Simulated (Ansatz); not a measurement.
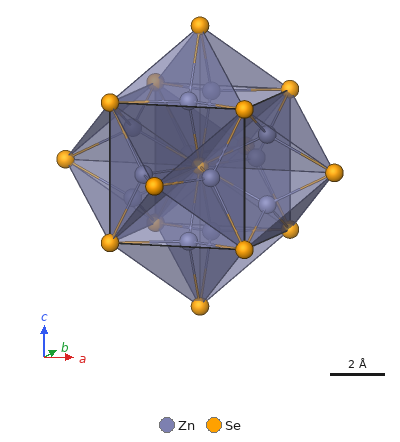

The structure as given in the input (polyhedral view of the cell of the calculation, seen slightly off an axis; polyhedra are completed across the faces of the cell). An atom can appear more than once, as a periodic image.

## Zn₃Se: single-point calculation

- system: Zn₃Se (Pm-3n, 8 atoms in the cell)
- method: DFT PBE, scalar-relativistic, plane waves, PAW, no spin polarisation (Ansatz 0.2.0)

The structure was made by a generator, so it may or may not be a known phase.

### Input
```yaml
crystal:
  lattice:
    - [5.26454143, 0.0, 0.0]
    - [0.0, 5.26454143, 0.0]
    - [0.0, 0.0, 5.26454143]
  atoms:
    - { symbol: Zn, position: [0.25, 0.0, 0.5] }
    - { symbol: Zn, position: [0.5, 0.75, 0.0] }
    - { symbol: Zn, position: [0.75, 0.0, 0.5] }
    - { symbol: Zn, position: [0.5, 0.25, 0.0] }
    - { symbol: Zn, position: [0.0, 0.5, 0.75] }
    - { symbol: Zn, position: [0.0, 0.5, 0.25] }
    - { symbol: Se, position: [0.0, 0.0, 0.0] }
    - { symbol: Se, position: [0.5, 0.5, 0.5] }
basis:
  ecutwfc: 420
kpoints:
  mp_grid: { grid: [4, 4, 4] }
hamiltonian:
  xc: pbe
scf:
  occupations: { method: gaussian, width: 0.1 }
  lower_state_search: "off"
output:
  forces: true
  stress: true
  eigenvalues: true
```

Machine: 1 thread of Arm Neoverse V2, 64 GiB of memory available, shared host.

Command:
```bash
ansatz run input.yaml --threads 1 --pin off --max-ram 2560MiB --backend cpu --events-out ev --progress --plain --runs-dir out
```

### Output
```
Engine: ansatz 0.2.0, aarch64-unknown-linux-gnu
Pseudopotentials: kind: paw
Pseudopotential: Zn, paw, valence charge 12, recommended cutoff 420 eV (normal), Zn.paw.azcp
Pseudopotential: Se, paw, valence charge 16, recommended cutoff 420 eV (normal), Se.paw.azcp
Functional definition: PBE
  parameter kappa = 0.804
  parameter beta = 0.06672455060314922
  exchange = pbe_x(kappa = kappa, mu = beta*pi^2/3)
  correlation = pbe_c(beta = beta)
Crystal: 8 atoms, lattice volume = 145.909 Å³
Basis set: ecut = 420 eV, 2897 PW (Γ), exchange–correlation on 72×72×72 points (8 copies of the dense FFT grid, shifted against one another)
Bands: 63, of which v1, the nominal top of the filled ones, is band 52 counted from 1 (51 counted from 0)
Symmetry: 48 space group operations
Space group: Pm-3n (ITA 223), of the structure as read, at distance tolerance 5.3e-5 Å
k-points: 10 of 64
Non-local potential: Zn, projectors of the file, l = 0: 2, l = 1: 2, l = 2: 3, l = 3: 1
Non-local potential: Se, projectors of the file, l = 0: 2, l = 1: 2, l = 2: 3, l = 3: 1
PAW form: soft (Blöchl's): semilocal exchange-correlation on the pseudo side does not see the compensation charge
PAW one-centre angular grid: Zn, 590 points (default); XC on 64 Gauss nodes
PAW one-centre angular grid: Se, 590 points (default); XC on 64 Gauss nodes
Initial density: superposition of atomic densities (neutral atoms: chi_scale 0, normalization atom), corrected by the library's trained network
Initial wavefunctions: pseudopotential atomic-orbital guess
Functional: x = pbe(κ = 0.804, μ = 0.2195149727645171), c = pbe(β = 0.06672455060314922)
SCF iter   1: F=—  HF=-30851.036758 eV  |F-HF|=—  |Δ(HF+E_count)|=         —  Δρ=1.91e-3  dr2=6.51e-3  ethr=1.77e-3  ⟨swp⟩=7.5  Hψ=2743  notcnv=0  defer=3
preconditioner: auto → Kerker (q_TF=auto, 2.579 Å⁻¹)  [metal: Δε(μ)=0.039 eV  Ē_g=10.043 eV  σ=0.100 eV  W_gap=0.21  n_scr=32 (ndim 8)  ℏωp=28.2 eV  f_vac=0.000  D(μ)=5.27/eV (n_scr^D=32)]
SCF iter   2: F=—  HF=-30851.035988 eV  |F-HF|=—  |Δ(HF+E_count)|=   7.70e-4  Δρ=1.33e-3  dr2=3.38e-3  ethr=6.26e-6  ⟨swp⟩=1.5  Hψ=776  notcnv=0  defer=7
SCF iter   3: F=—  HF=-30851.036004 eV  |F-HF|=—  |Δ(HF+E_count)|=   1.55e-5  Δρ=3.74e-4  dr2=3.13e-4  ethr=3.25e-6  ⟨swp⟩=2.1  Hψ=1092  notcnv=0  defer=7
SCF iter   4: F=—  HF=-30851.035777 eV  |F-HF|=—  |Δ(HF+E_count)|=   2.27e-4  Δρ=1.58e-4  dr2=2.04e-5  ethr=3.01e-7  ⟨swp⟩=2.0  Hψ=1097  notcnv=0  defer=7
SCF iter   5: F=—  HF=-30851.035722 eV  |F-HF|=—  |Δ(HF+E_count)|=   5.50e-5  Δρ=8.49e-5  dr2=6.47e-6  ethr=1.96e-8  ⟨swp⟩=2.4  Hψ=1123  notcnv=0  defer=7
SCF iter   6: F=—  HF=-30851.035719 eV  |F-HF|=—  |Δ(HF+E_count)|=   3.39e-6  Δρ=3.21e-5  dr2=8.10e-7  ethr=6.22e-9  ⟨swp⟩=2.1  Hψ=983  notcnv=0  defer=7
SCF iter   7: F=—  HF=-30851.035719 eV  |F-HF|=—  |Δ(HF+E_count)|=   2.58e-7  Δρ=1.00e-5  dr2=1.24e-7  ethr=7.79e-10  ⟨swp⟩=2.3  Hψ=1118  notcnv=0  defer=7
SCF iter   8: F=-30851.035719 eV  HF=-30851.035719 eV  |F-HF|=1.36e-9  |Δ(HF+E_count)|=   2.07e-8  Δρ=1.88e-6  dr2=4.03e-9  ethr=9.62e-11  ⟨swp⟩=9.2  Hψ=3053  notcnv=0
SCF 1 converged in 8 iterations: F = -30851.035719 eV  dr2 = 4.03e-9
  greatest PAW one-centre occupation: 1.000 electrons in one spin orbital (limit 2), on the Se atom at site 6 (counted from 0), in its partial waves of l = 2
```

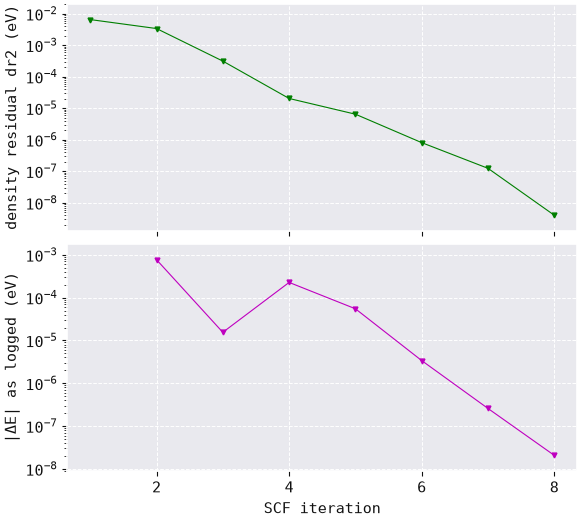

Convergence of the self-consistent field: density residual dr2 and size of the energy change against the SCF iteration. The residual falls at every step.

```
SCF converged after 8 iterations
Free energy (F): -30851.035719 eV
Harris-Foulkes:  -30851.035719 eV  (|F-HF|=1.36e-9)
Internal energy: -30851.009010 eV  (E = F + TS)
E sigma→0 (E₀):  -30851.022365 eV
Entropy (-TS):   -0.026709 eV (-3.339 meV/atom)
Fermi energy:    9.734078 eV
--- Per-component energies (eV) ---
  E_band       = -503.226258
  E_kinetic    = 1017.091223
  E_local      = -14010.707034  (includes V_loc(G=0)·N_el)
  E_nonlocal   = 2486.705402
  E_hartree    = 6220.790824
  E_xc         = -1028.884075
  E_vxc        = -503.907371  (∫ρ·V_xc dr)
  E_paw        = -14783.358855  (= ΣΔE_a)
  E_vpaw       = -1933.985236  (= ΣTr[D̂ρ^β])
  E_aug_tail   = -0.003590  (compensation charges beyond the density's cutoff)
  E_ewald      = -10752.642905
  E_smearing   = -0.026709  (= −TS)
  E_closure    = -0.000000  (closes the sum)
  Σ components = -30851.035719   (vs F -30851.035719, Δ=0.00e0)
--- Forces (eV/Å), atoms counted from 1 ---
  atom   1  Zn     0.00000000    -0.00000000     0.00000000
  atom   2  Zn     0.00000000    -0.00000000     0.00000000
  atom   3  Zn     0.00000000     0.00000000     0.00000000
  atom   4  Zn    -0.00000000     0.00000000     0.00000000
  atom   5  Zn    -0.00000000     0.00000000     0.00000000
  atom   6  Zn    -0.00000000     0.00000000     0.00000000
  atom   7  Se     0.00000000    -0.00000000    -0.00000000
  atom   8  Se     0.00000000    -0.00000000     0.00000000
  max |Σ_I F_I| component: 1.39e-16 eV/Å
--- Stress (GPa, compression-positive) ---
        0.564608       0.000000       0.000000
        0.000000       0.564608       0.000000
        0.000000       0.000000       0.564608
  P = ⅓ Tr σ = 0.5646 GPa (5.646 kbar)
--- Band table (eV; the first three rows and the last of 10) ---
  k-point 0: bands = ["-38.6609", "-38.6609", "-38.6609", "-38.6608", "-38.6608", "-38.6608", "-38.6594", "-38.6594", "-38.6594", "-38.6594", "-4.3251", "-3.6753", "2.0936", "2.0936", "2.1200", "2.2342", "2.2342", "2.2342", "2.3110", "2.3110", "2.3110", "2.5034", "2.6296", "2.6296", "2.6296", "2.6422", "2.6422", "2.8261", "2.8261", "2.8261", "2.8985", "2.8985", "2.9304", "2.9336", "2.9336", "2.9336", "3.0027", "3.0027", "3.0027", "3.0028", "3.0028", "3.0028", "4.4558", "4.8398", "4.8398", "4.8398", "6.1811", "6.1811", "7.1336", "7.1336", "7.1336", "10.8035", "10.8035", "12.2855", "12.2855", "12.2855", "12.3575", "12.3575", "12.3575", "13.2199", "13.4738", "13.4738", "13.4738"]
  k-point 1: bands = ["-38.6609", "-38.6609", "-38.6609", "-38.6608", "-38.6608", "-38.6608", "-38.6594", "-38.6594", "-38.6594", "-38.6594", "-4.2041", "-3.7363", "1.9922", "2.0521", "2.2629", "2.2710", "2.2710", "2.2919", "2.3363", "2.3542", "2.3542", "2.5285", "2.5748", "2.5748", "2.5859", "2.6227", "2.6623", "2.6690", "2.7991", "2.8046", "2.8046", "2.8554", "2.8554", "2.8735", "2.8814", "2.9759", "2.9975", "2.9975", "3.0110", "3.0136", "3.0888", "3.0888", "3.9540", "4.1035", "5.0945", "5.0945", "6.4725", "6.7459", "6.7459", "7.6691", "8.0830", "9.0668", "11.1045", "11.1796", "11.1796", "11.6783", "12.4298", "12.4298", "12.6355", "14.8042", "14.8042", "14.8380", "15.1483"]
  k-point 2: bands = ["-38.6609", "-38.6609", "-38.6609", "-38.6609", "-38.6609", "-38.6609", "-38.6594", "-38.6594", "-38.6594", "-38.6594", "-3.9399", "-3.9399", "1.9155", "1.9155", "2.3191", "2.3191", "2.3292", "2.3292", "2.3753", "2.3753", "2.5588", "2.5588", "2.5605", "2.5605", "2.5846", "2.5846", "2.6471", "2.6471", "2.7182", "2.7182", "2.7653", "2.7653", "2.8336", "2.8336", "2.8588", "2.8588", "2.9923", "2.9923", "3.0195", "3.0195", "3.1441", "3.1441", "3.7003", "3.7003", "5.6232", "5.6232", "6.0675", "6.0675", "7.4388", "7.4388", "8.8383", "8.8383", "11.2199", "11.2199", "11.5457", "11.5457", "11.6487", "11.6487", "13.6435", "13.6435", "14.4809", "14.4809", "17.4734"]
  k-point 9: bands = ["-38.6609", "-38.6609", "-38.6609", "-38.6609", "-38.6609", "-38.6609", "-38.6594", "-38.6594", "-38.6594", "-38.6594", "-3.7906", "-3.7906", "2.4461", "2.4461", "2.4461", "2.4461", "2.4461", "2.4461", "2.5570", "2.5570", "2.5570", "2.5570", "2.5570", "2.5570", "2.6416", "2.6416", "2.6416", "2.6416", "2.6416", "2.6416", "2.6806", "2.6806", "2.6806", "2.6806", "2.8504", "2.8504", "2.8504", "2.8504", "2.8504", "2.8504", "2.9287", "2.9287", "4.0077", "4.0077", "4.0077", "4.0077", "4.0077", "4.0077", "10.6441", "10.6441", "10.6441", "10.6441", "10.6441", "10.6441", "11.7866", "11.7866", "15.2285", "15.2285", "15.2285", "15.2285", "15.8421", "15.8421", "15.8421"]
```

### Summary

| quantity | value |
| --- | --- |
| outcome | converged |
| space group (tolerance 0.01 Å) | Pm-3n (223) |
| electrons treated | 104 |
| free energy | −30851.0357 eV |
| Fermi energy | 9.734 eV |
| gap on the k-point mesh | none (metallic) |
| pressure | 0.56 GPa |
| largest force (length of the vector) | under 0.001 eV/Å |
| wall time | 6.4 s |
| peak memory | 0.41 GiB |
